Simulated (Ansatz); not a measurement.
**GaAs: density, localisation and related maps**

Input file:

```
crystal:
  lattice:
    - [1.797545415, -6.2136000515, 0.0]
    - [1.797545415, 6.2136000515, 0.0]
    - [0.0, 0.0, 3.6046506719]
  atoms:
    - { symbol: Ga, position: [0.3293055841, 0.6706944159, 0.75] }
    - { symbol: Ga, position: [0.6706944159, 0.3293055841, 0.25] }
    - { symbol: As, position: [0.8805007859, 0.1194992141, 0.25] }
    - { symbol: As, position: [0.1194992141, 0.8805007859, 0.75] }
kpoints:
  mp_grid: { grid: [8, 8, 8] }
  band_path:
    path:
      - [0.0, 0.0, 0.0]
      - [-0.5, 0.5, 0.0]
      - [-0.27092248, 0.72907752, 0.0]
      - [0.27092248, 0.27092248, 0.0]
      - [0.0, 0.0, 0.5]
      - [0.27092248, 0.27092248, 0.5]
      - [-0.27092248, 0.72907752, 0.5]
      - [-0.5, 0.5, 0.5]
      - [0.0, 0.5, 0.0]
    npoints: 1
hamiltonian:
  xc: r2scan
  dispersion: rvv10
scf:
  occupations: { method: fermi_dirac, width: 0.03 }
  n_extra_bands: 5
output:
  forces: true
  stress: true
  eigenvalues: true
  write_density: true
  write_potential: true
  elf: true
  volumetric_format: npy
```

Launched as:

```sh
ansatz run input.yaml --threads 2 --pin off --max-ram 2211MiB --backend cpu --events-out ev --progress --plain --runs-dir out
```

Below, planes, directions and counts refer to the conventional cell (a = 3.60 Å, b = 12.43 Å, c = 3.60 Å, α = 90.00°, β = 90.00°, γ = 90.00°).

Space group Cmcm; a structure from a database of computed crystals, not necessarily the ambient phase; started from the TlCl-63 prototype, which need not be the ambient phase.

Level of theory: DFT, r2SCAN+rVV10, plane waves, PAW in Ansatz 0.2.0.

The density is the valence pseudo-density of a PAW calculation; it isn't the true density close to the nuclei.

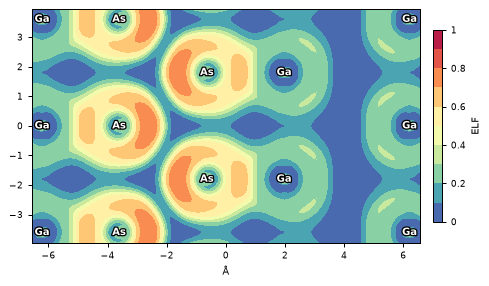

Figure 1. ELF on the (100) plane of the conventional cell.

Describe what can be read from this map.

- Atoms in the plane: Ga and As.
- Ga–As (2.61 Å): the ELF peaks at about 0.70 in the valence shell of As, 1.2 Å from its nucleus, and is about 0.65 at the midpoint.

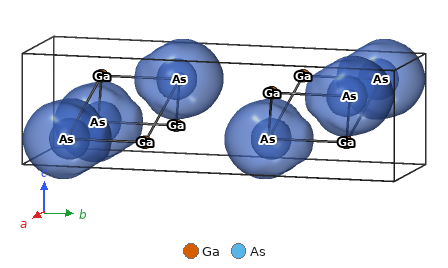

Figure 2. Isosurface of the electron localisation function at 0.55 (blue), seen slightly off an axis. Only the valence region is drawn (cores and ρ < 0.01 e/Å³ removed). Sticks mark near contacts.

Identify the bonds, lone pairs and shells in this picture.

The ELF exceeds this value in four regions on As in which the atom's valence shell and bonds are merged, counted in one cell of 8 atoms. Any copies at cell faces, edges or corners count once.
